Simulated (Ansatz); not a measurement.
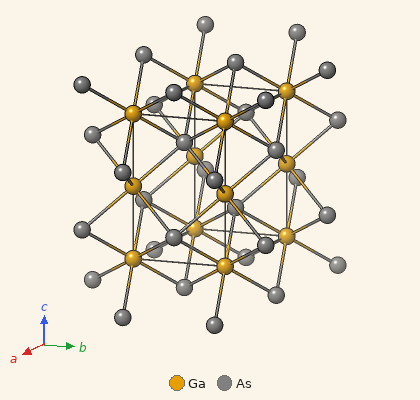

GaAs, space group P6_3/mmc (No. 194), a = 3.766 Å, b = 3.766 Å, c = 6.453 Å, α = 90.00°, β = 90.00°, γ = 120.00°. Source: the geometry relaxed with DFT PBE, scalar-relativistic, plane waves, PAW in Ansatz 0.2.0; the starting structure was generated, so it need not be a known form of this composition. Forms under 0.4 % of the area are left out.

Question: Estimate the growth shape by the BFDH rule (face distance proportional to 1/d, absences counted).

Answer: The forms computed, by share of the surface:

```
 form  faces  d (Å)  share of area (%)
{100}      6  3.261               39.6
{101}     12  2.911               38.7
{002}      2  3.226               21.7
```

The crystal is roughly equant (blocky). Widths along a, b and c stand as 1.00 : 1.00 : 0.88.

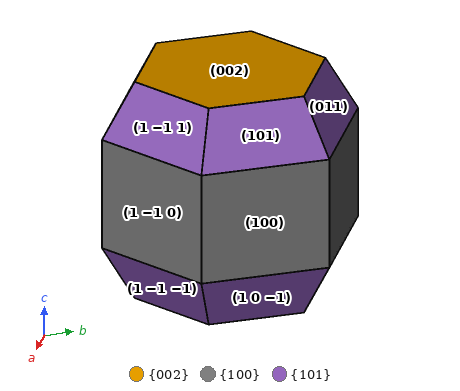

The computed shape, faces indexed. The rule is geometric and ignores bonding and growth conditions.
